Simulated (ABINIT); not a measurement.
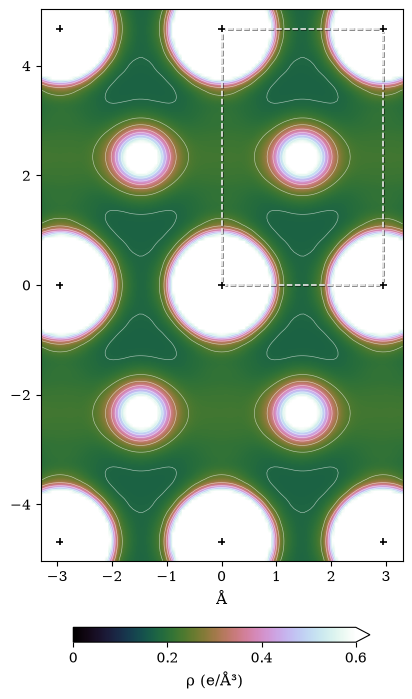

The valence pseudo-density on a plane through atoms (crosses mark nuclei in the plane).

Level of theory: ABINIT, Kohn-Sham DFT of a periodic cell, PBE, JTH PAW PBE v2.0.

Candidates:
A. Ta, a = 5.10 Å, b = 3.03 Å, c = 2.95 Å, α = 89.92°, β = 124.38°, γ = 90.35°. Space group P-1.
B. Ti, a = 2.95 Å, b = 2.95 Å, c = 4.68 Å, α = 90.00°, β = 90.00°, γ = 120.00°. Space group P6₃/mmc.

Which system is this?

Answer. Candidate B: Ti on the (010) plane of the conventional cell, which holds Ti. Ti–Ti (2.95 Å): ρ is about 0.18 e/Å³ halfway.
